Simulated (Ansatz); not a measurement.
Ti12H2N13: geometry relaxation (part 2 of 4)

Ti12H2N13 (slab, 27 atoms in the cell); DFT PBE+D3(BJ), scalar-relativistic, plane waves, PAW, spin-polarised (Ansatz 0.2.0); cutoff 420 eV, 3×3×1 k-mesh, Gaussian smearing of 0.1 eV, collinear spins. The structure derives from an entry of the Crystallography Open Database. The input holds or restrains some coordinates. Forces given for the steps count only the free coordinates. It belongs to a series of runs on one base structure; here: 1 NH2 a cell, anchor, over a hollow N-N site.

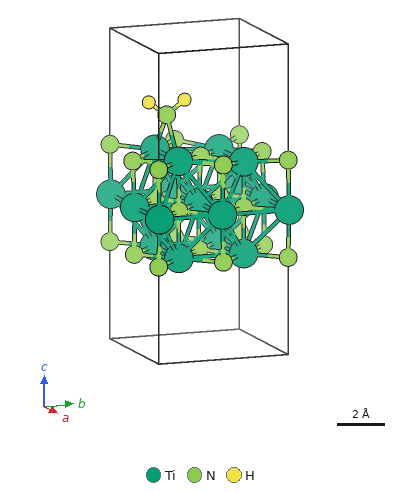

The geometry at step 5 of the log (ball-and-stick view of the cell of the calculation, with the vacuum cut short, seen slightly off an axis).

**The program's output, continued**
```
relax step   3: F+E_penalty+E_count = -35063.82978312 eV  Δ(F+E_penalty+E_count) = -1.553e-1 eV  max|allowed force component| = 4.701e-1 eV/Å  Δτ_max = 0.0771 Å  (10 SCF iters, dr2 threshold 7.98e-5 eV, accepted)
SCF 4 converged in 9 iterations: F = -35063.850424 eV  dr2 = 2.55e-6
relax step   4: F+E_penalty+E_count = -35063.85042387 eV  Δ(F+E_penalty+E_count) = -2.064e-2 eV  max|allowed force component| = 1.647e-1 eV/Å  Δτ_max = 0.0452 Å  (9 SCF iters, dr2 threshold 3.82e-5 eV, accepted)
SCF 5 converged in 10 iterations: F = -35063.857021 eV  dr2 = 2.42e-7
relax step   5: F+E_penalty+E_count = -35063.85702127 eV  Δ(F+E_penalty+E_count) = -6.597e-3 eV  max|allowed force component| = 9.071e-2 eV/Å  Δτ_max = 0.0290 Å  (10 SCF iters, dr2 threshold 3.33e-6 eV, accepted)
SCF 6 converged in 11 iterations: F = -35063.858448 eV  dr2 = 2.71e-8
relax step   6: F+E_penalty+E_count = -35063.85844763 eV  Δ(F+E_penalty+E_count) = -1.426e-3 eV  max|allowed force component| = 4.046e-2 eV/Å  Δτ_max = 0.0108 Å  (11 SCF iters, accepted)
SCF iter   1: F=—  HF=-35063.859348 eV  |F-HF|=—  |Δ(HF+E_count)|=         —  Δρ=1.47e-4 (↑1.47e-4 ↓1.45e-4)  dr2=1.31e-3  dr2_m=7.78e-7  M=-0.000 μB ∫|m|=0.000 μB  β_m=0.30  ethr=3.40e-6  p=-0.089 e·Å  D=-2.00e-2 V/Å  ΔV_dip=0.46 eV  dr2_dipole=4.15e-5  V_vac-E_F(+/−)=3.02/2.56 eV  ⟨swp⟩=2.0  Hψ=2186  notcnv=0
efield: sawtooth ramp at fractional position 0.9745 (handed on by an earlier solve), width 0.0400; the density the first Hamiltonian is built on has a dipole p = -0.089 e·Å; the dipole correction subtracts the counter field D = -2.00e-2 V/Å, which shifts the + side's vacuum level by +0.46 eV against the − side's; the planar-averaged density in the ramp window peaks in size at 3.6e-6 e/Å³
preconditioner: auto → Resta (q_TF=auto, 2.182 Å⁻¹)  ε∞=3.9  [insulator: Δε(μ)=0.141 eV  Ē_g=8.182 eV  σ=0.100 eV  W_gap=0.62  n_scr=122 (ndim 8)  ℏωp=14.0 eV  f_vac=0.637  D(μ)=6.03/eV (n_scr^D=20)  ε∞_Penn≈3.9  vacuum switching on, ρ_ref=4.9e-3 e/Å³]
spin=Collinear: Resta preconditioning applied to the charge; magnetization (m = ρ↑ − ρ↓) channel mixes plain (no charge-response kernel on spin).
SCF iter   2: F=—  HF=-35063.858959 eV  |F-HF|=—  |Δ(HF+E_count)|=   3.89e-4  Δρ=1.12e-4 (↑1.12e-4 ↓1.11e-4)  dr2=1.33e-3  dr2_m=4.36e-7  M=-0.000 μB ∫|m|=0.000 μB  β_m=0.30  ethr=6.22e-7  p=-0.091 e·Å  D=-2.04e-2 V/Å  ΔV_dip=0.47 eV  dr2_dipole=2.43e-4  V_vac-E_F(+/−)=3.02/2.56 eV  ⟨swp⟩=2.0  Hψ=1854  notcnv=0  κ⁻¹=1.0e0(r=1)
density mixer auto → broyden: gapped, with many states about μ (density of states about μ 1.42 of a free-electron gas's, 122 screened modes)
SCF iter   3: F=—  HF=-35063.858911 eV  |F-HF|=—  |Δ(HF+E_count)|=   4.81e-5  Δρ=7.26e-5 (↑7.26e-5 ↓7.13e-5)  dr2=6.11e-4  dr2_m=3.36e-7  M=-0.000 μB ∫|m|=0.000 μB  β_m=0.30  ethr=6.22e-7  p=-0.089 e·Å  D=-2.00e-2 V/Å  ΔV_dip=0.46 eV  dr2_dipole=1.49e-4  V_vac-E_F(+/−)=3.02/2.56 eV  ⟨swp⟩=1.4  Hψ=1338  notcnv=0  κ⁻¹=7.7e-2(r=2)
SCF iter   4: F=—  HF=-35063.858886 eV  |F-HF|=—  |Δ(HF+E_count)|=   2.45e-5  Δρ=5.20e-5 (↑5.20e-5 ↓5.09e-5)  dr2=1.02e-4  dr2_m=2.27e-7  M=-0.000 μB ∫|m|=0.000 μB  β_m=0.30  ethr=2.90e-7  p=-0.090 e·Å  D=-2.02e-2 V/Å  ΔV_dip=0.46 eV  dr2_dipole=3.41e-6  V_vac-E_F(+/−)=3.02/2.56 eV  ⟨swp⟩=1.6  Hψ=1340  notcnv=0  κ⁻¹=7.6e-3(r=3)
SCF iter   5: F=—  HF=-35063.858870 eV  |F-HF|=—  |Δ(HF+E_count)|=   1.63e-5  Δρ=2.58e-5 (↑2.58e-5 ↓2.52e-5)  dr2=1.70e-5  dr2_m=7.50e-8  M=-0.000 μB ∫|m|=0.000 μB  β_m=0.30  ethr=4.84e-8  p=-0.090 e·Å  D=-2.02e-2 V/Å  ΔV_dip=0.46 eV  dr2_dipole=2.64e-8  V_vac-E_F(+/−)=3.02/2.56 eV  ⟨swp⟩=2.0  Hψ=1906  notcnv=0  κ⁻¹=1.6e-3(r=4)
SCF iter   6: F=—  HF=-35063.858867 eV  |F-HF|=—  |Δ(HF+E_count)|=   2.97e-6  Δρ=1.06e-5 (↑1.06e-5 ↓1.06e-5)  dr2=3.36e-6  dr2_m=1.17e-8  M=-0.000 μB ∫|m|=0.000 μB  β_m=0.30  ethr=8.04e-9  p=-0.090 e·Å  D=-2.02e-2 V/Å  ΔV_dip=0.46 eV  dr2_dipole=2.01e-8  V_vac-E_F(+/−)=3.02/2.56 eV  ⟨swp⟩=2.0  Hψ=1902  notcnv=0  κ⁻¹=1.1e-3(r=5)
SCF iter   7: F=—  HF=-35063.858867 eV  |F-HF|=—  |Δ(HF+E_count)|=   1.46e-7  Δρ=6.00e-6 (↑5.92e-6 ↓6.00e-6)  dr2=5.71e-7  dr2_m=3.49e-9  M=-0.000 μB ∫|m|=0.000 μB  β_m=0.30  ethr=1.59e-9  p=-0.090 e·Å  D=-2.02e-2 V/Å  ΔV_dip=0.46 eV  dr2_dipole=5.53e-9  V_vac-E_F(+/−)=3.02/2.56 eV  ⟨swp⟩=2.0  Hψ=1559  notcnv=0  κ⁻¹=2.5e-5(r=6)
SCF iter   8: F=—  HF=-35063.858867 eV  |F-HF|=—  |Δ(HF+E_count)|=   3.23e-8  Δρ=2.54e-6 (↑2.51e-6 ↓2.54e-6)  dr2=1.39e-7  dr2_m=7.27e-10  M=0.000 μB ∫|m|=0.000 μB  β_m=0.30  ethr=2.70e-10  p=-0.090 e·Å  D=-2.02e-2 V/Å  ΔV_dip=0.46 eV  dr2_dipole=2.96e-10  V_vac-E_F(+/−)=3.02/2.56 eV  ⟨swp⟩=2.0  Hψ=1910  notcnv=0  κ⁻¹=1.7e-5(r=7)
SCF iter   9: F=-35063.858867 eV  HF=-35063.858867 eV  |F-HF|=2.13e-9  |Δ(HF+E_count)|=   2.37e-8  Δρ=9.70e-7 (↑9.63e-7 ↓9.70e-7)  dr2=2.59e-8  dr2_m=7.53e-11  M=0.000 μB ∫|m|=0.000 μB  ethr=4.74e-11  p=-0.090 e·Å  D=-2.02e-2 V/Å  ΔV_dip=0.46 eV  dr2_dipole=1.38e-10  V_vac-E_F(+/−)=3.02/2.56 eV  ⟨swp⟩=16.6  Hψ=9839  notcnv=0
the starting moments were not kept: the SCF closed with an absolute magnetisation of 5.0e-6 μB, where they sum to 1 μB in size (1 site). That is at most 0.1 of that sum. Measured as dr2_m measures the in/out step, that magnetisation stands 5.1e-12 eV from none, at or under the dr2_threshold of 1.0e-7 eV: it is no larger than a step whose dr2_m would equal this threshold.
SCF 7 converged in 9 iterations: F = -35063.858867 eV  dr2 = 2.59e-8
relax step   7: F+E_penalty+E_count = -35063.85886701 eV  Δ(F+E_penalty+E_count) = -4.194e-4 eV  max|allowed force component| = 1.551e-2 eV/Å  Δτ_max = 0.0032 Å  (9 SCF iters, accepted)
```

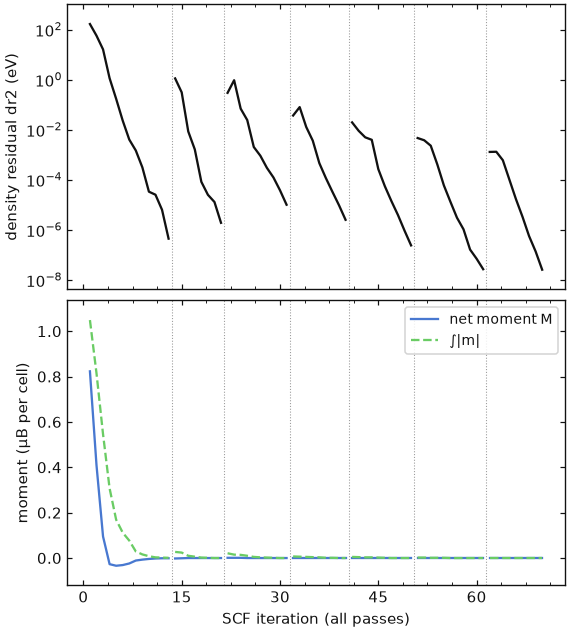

Convergence of the self-consistent field: density residual dr2 and magnetic moment against the SCF iteration. The dotted lines part the SCF passes of the relaxation: geometry steps, rejected trials and re-solves on a re-selected basis. The 7 passes take 8 to 13 iterations each, 70 in all. The net moment goes from 0.8 to 0.0 μB per cell, and ∫|m| falls to zero.

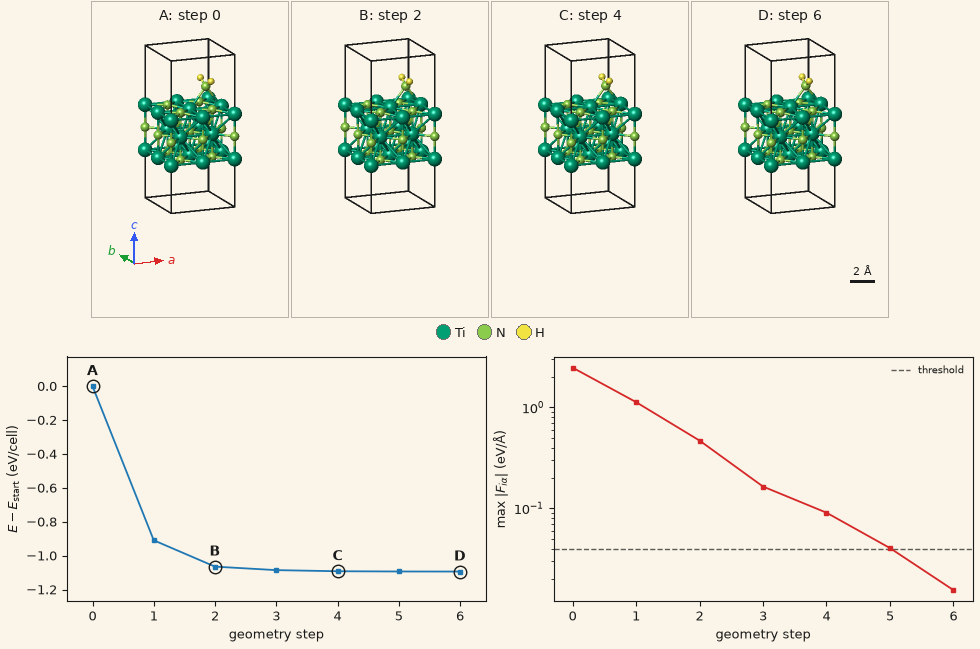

Frames of the restrained relaxation (ball-and-stick view of the cell of the calculation, with the vacuum cut short (origin shifted), seen slightly off an axis) above the curves, on which the letters mark them (the first geometry is step 0 here and step 1 in the log).

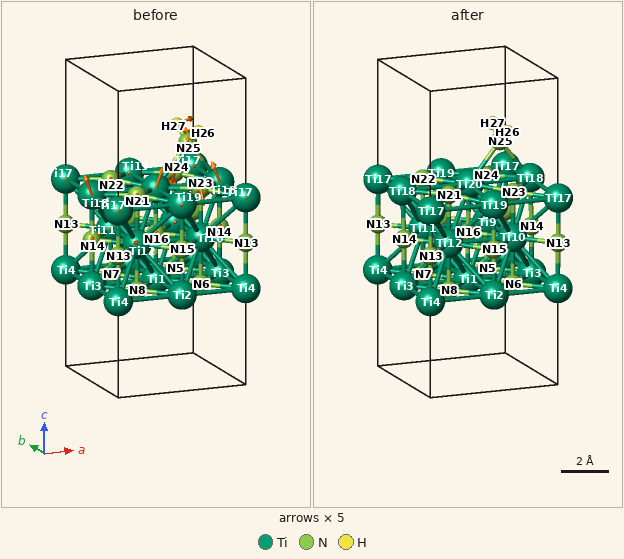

Before (left) and after (right) the restrained relaxation, at one scale (ball-and-stick view of the cell of the calculation, with the vacuum cut short (origin shifted), seen slightly off an axis). The orange arrows give the displacements, magnified 5 times. The largest moves, 0.20 Å, are those of Ti18 and Ti20. By element the largest moves are Ti 0.20 Å, H 0.18 Å, N 0.16 Å. The lattice vectors keep their values. Among the contacts that change: Ti18–N25 2.421 → 2.268 Å, N14–Ti18 2.007 → 2.158 Å, Ti18–Ti20 2.974 → 3.119 Å, Ti11–Ti18 2.890 → 3.025 Å. Among the angles that change: Ti18–N25–H27 125.4° → 117.5°, Ti10–N23–Ti18 84.8° → 91.5°, Ti18–N25–H26 111.7° → 117.6°. After 6 geometry steps the energy has fallen by 1.094 eV per cell of the calculation. The largest force component goes from 2.5 to 0.016 eV/Å. (Atoms are counted from 1 in the order of the input.)

```
WARN: The output density's exchange-correlation potential varies sharply where the density is thin. Do not read a vacuum level from v_tot or v_xc, or from such a field of the output density. On a cell that repeats whose density bears no net charge and no dipole along the vacuum's axis use v_es (v_loc + v_h of the components); under efield.dipole_correction with no amplitude use v_es + v_field, which holds any external_charges[].barrier, or the levels of the report's work_function block, which leave it out; under a non-zero efield.amplitude the vacuum is tilted and has no level; on a cell that repeats and bears such a dipole with no correction it is tilted too, and efield.dipole_correction with no amplitude gives each side of its ramp a level where efield: is served; in a cell that repeats whose density bears a net charge (total_charge, or a fill off its count) it is curved and has none; of a slab under crystal.periodic whose density bears no net charge use v_es, which has a level on each side, short of where the two are joined; of another it falls or rises all the way out and has none; of a slab beside external_charges read slab_vacuum_level instead, which it has where they leave it neutral. The grid or the basis barely resolves most such structure, and the values can differ between equally converged runs; as a rule a tighter scf.convergence.dr2_threshold does not remove it. Where the density itself ripples (under the LDA too) a higher basis.ecutwfc lessens it. The files hold the spikes' plane waves up to the density's cutoff. Files: v_tot_of_output_density and the like, and their columns of v_z.tsv (output.write_potential); v_xc_of_output_density and the like, and their columns of v_comp_z.tsv (output.write_potential_components). Measured: with its Gaussian average of σ = 0.25 Å subtracted twice, the exchange-correlation potential is over 0.1 eV at 288 of the grid points where the equally averaged density (valence and model cores) is under 1e-3 e/Å³, and 0.468 eV at the most among them, at an averaged density of 1.0e-3 e/Å³. The input density's (outcome.potential() and, of a run that writes arrays, v_tot and v_xc) is over 0.1 eV, so measured, at 175 points of its own thin density, 0.468 eV at the most. See output.write_potential in the manual, Limitations
SCF converged after 9 iterations
Stability not checked: this state was not tested for a lower state beside it, because the mixer in use, unlike msr1, does not test its closes by its own steps (another_mixer; see scf.mixing.algorithm and scf.lower_state_search)
Magnetization: 0.0000 μB (105.5000 up, 105.5000 down)
Absolute magnetization: 0.0000 μB (∫|ρ↑−ρ↓|, with the PAW one-centre terms)
Spin contamination: 0.0000 ħ² per cell (⟨S²⟩ above its minimum at these occupations)
Per-site moments (μB) at R_I (Å): [(2.218214547502253e-7, 0.8571363620633249), (-7.471153682550535e-8, 0.8383271399374136), (2.2182145464456988e-7, 0.8571363620633249), (-7.471153688492221e-8, 0.8383271399374136), (-1.298613214508951e-8, 0.8478952337131404), (-1.2986132110824107e-8, 0.8478952337131404), (-1.6924761419050804e-8, 0.8571981100646822), (-1.6924761394740952e-8, 0.8571981100646822), (-2.9976569381572205e-8, 0.8430343804280598), (-2.997656931866999e-8, 0.8430343804280598), (2.861900410716292e-8, 0.8526118197222042), (2.8619004167386916e-8, 0.8526118197222043), (2.206836285779083e-9, 0.8216306581638769), (-8.399875506075328e-9, 0.8526118197222042), (2.2068363136219146e-9, 0.8216306581638769), (-8.399875491642118e-9, 0.8526118197222043), (2.9535412799991116e-9, 0.8216306581638769), (1.2275455241203624e-7, 0.872025390067257), (2.9535413111911115e-9, 0.8216306581638769), (1.2275455249509815e-7, 0.8720253900672569), (1.6502485787433158e-8, 0.8669096847688084), (1.6502485770850434e-8, 0.8669096847688079), (-1.0710172175040541e-7, 0.8430343804280598), (-1.0710172177430092e-7, 0.8430343804280598), (-1.6837534896490138e-8, 0.4222944660036323), (-1.477161886739871e-7, 0.42229446600363235), (-1.4771618865299323e-7, 0.4222944660036323)]
Free energy (F): -35063.858867 eV
Harris-Foulkes:  -35063.858867 eV  (|F-HF|=2.13e-9)
Internal energy: -35063.828597 eV  (E = F + TS)
E sigma→0 (E₀):  -35063.843732 eV
Entropy (-TS):   -0.030270 eV (-1.121 meV/atom)
Fermi energy:    2.998002 eV
Dipole field:    D = -0.020223 V/Å  (p = -0.090217 e·Å, saw-weighted, corrected)
Work function:   Φ+ = 3.0218 eV   Φ− = 2.5603 eV
Levels:          The Fermi level and band energies are counted from a zero that moves with the ramp; work functions are not
--- Per-component energies (eV) ---
  E_band       = -4004.820143
  E_kinetic    = 5019.062046
  E_local      = -234419.577212  (includes V_loc(G=0)·N_el)
  E_nonlocal   = 667.662920
  E_hartree    = 114760.562706
  E_xc         = -1986.540371
  E_vxc        = -2503.986479  (∫ρ·V_xc dr)
  E_paw        = -14216.590985  (= ΣΔE_a)
  E_vpaw       = -2284.515622  (= ΣTr[D̂ρ^β])
  E_aug_tail   = -0.000257  (compensation charges beyond the density's cutoff)
  E_efield     = 0.000912  (sawtooth field / dipole correction)
  E_vefield    = -4.602653  (∫n·V_field dr)
  E_ewald      = 95119.507370
  E_disp       = -7.915726  (pairwise vdW)
  E_smearing   = -0.030270  (= −TS)
  E_closure    = 0.000000  (closes the sum)
  Σ components = -35063.858867   (vs F -35063.858867, Δ=0.00e0)
--- Forces (eV/Å), atoms counted from 1 ---
  atom   1  Ti     0.04846935    -0.00003277     1.47215252
  atom   2  Ti    -0.07960350    -0.00002776     1.62353955
  atom   3  Ti    -0.04846935     0.00003277     1.47215252
  atom   4  Ti     0.07960350     0.00002776     1.62353955
  atom   5  N     -0.00003248     0.04664922    -1.63519968
  atom   6  N      0.00003248    -0.04664922    -1.63519968
  atom   7  N     -0.00000438     0.00379327    -1.45187675
  atom   8  N      0.00000438    -0.00379327    -1.45187675
  atom   9  Ti     0.00028352    -0.00219526    -0.00762972
  atom  10  Ti    -0.00028352     0.00219526    -0.00762972
  atom  11  Ti    -0.00005389    -0.00326368    -0.00907883
  atom  12  Ti     0.00005389     0.00326368    -0.00907883
  atom  13  N      0.00442746     0.00006140     0.00072307
  atom  14  N      0.00410985     0.00014683     0.01551379
  atom  15  N     -0.00442746    -0.00006140     0.00072307
  atom  16  N     -0.00410985    -0.00014683     0.01551379
  atom  17  Ti    -0.00548256    -0.00015567    -0.00712187
  atom  18  Ti     0.00823421    -0.00141477    -0.00371386
  atom  19  Ti     0.00548256     0.00015567    -0.00712187
  atom  20  Ti    -0.00823421     0.00141477    -0.00371386
  atom  21  N     -0.00003578     0.00597346     0.00081280
  atom  22  N      0.00003578    -0.00597346     0.00081280
  atom  23  N     -0.00092493     0.00001090     0.00200843
  atom  24  N      0.00092493    -0.00001090     0.00200843
  atom  25  N      0.00000000     0.00000000     0.00285606
  atom  26  H      0.00194605    -0.00089752    -0.00153946
  atom  27  H     -0.00194605     0.00089752    -0.00153946
  max |Σ_I F_I| component: 3.60e-5 eV/Å
--- Band table (eV; the first three rows and the last of 10) ---
```
